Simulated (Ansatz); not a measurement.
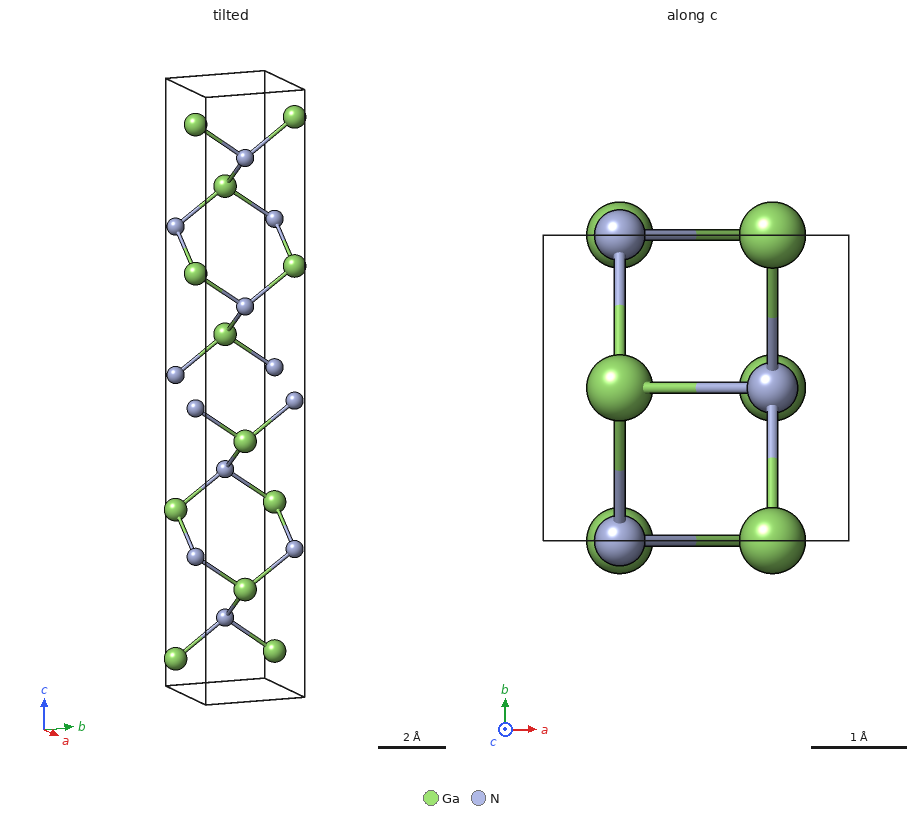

The image is a ball-and-stick drawing of a crystal, viewed slightly off an axis and along the c axis. The edges of the conventional unit cell are marked. Cell: a = 3.216 Å, b = 3.216 Å, c = 18.652 Å, α = 90.00°, β = 90.00°, γ = 90.00°.

Give a description of the structure.

The material is GaN. Its lattice is primitive orthorhombic, its space group Pmma (No. 51). One cell contains 8 Ga, 8 N, 16 atoms in all. By contacts within bonding range, the coordination numbers are Ga 4 and N 2 to 4 (mean 3.5).

The model was built from a structure listed in the Materials Project. It was relaxed with DFT PBE, scalar-relativistic, plane waves, PAW (Ansatz 0.2.0) under a constraint or pressure on the cell, so some stress remains.
